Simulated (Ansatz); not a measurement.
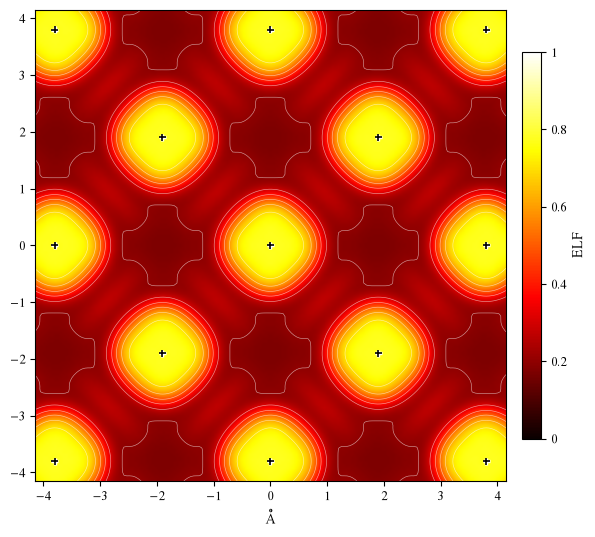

The ELF on a plane through atoms (crosses mark nuclei in the plane).

Method: DFT r2SCAN, scalar-relativistic, plane waves, PAW (Ansatz).

Candidates:
A. ScAl, a = 3.37 Å, b = 3.37 Å, c = 3.37 Å, α = 90.00°, β = 90.00°, γ = 90.00°. Space group P4mm; a structure from a database of computed crystals, not necessarily the ambient phase; changed on purpose from its base cell (all Al atoms moved +0.037 Å, as atom 2 along Cartesian [1 0 0]).
B. Rh, a = 3.80 Å, b = 3.80 Å, c = 3.80 Å, α = 90.00°, β = 90.00°, γ = 90.00°. Space group Fm-3m; computed without spin polarisation.

Q: Which system is this?

A: Candidate B: Rh on the (010) plane of the conventional cell, which holds Rh. Rh–Rh (2.69 Å): the ELF is about 0.25 at the midpoint; no shared electron pair shows on this line.
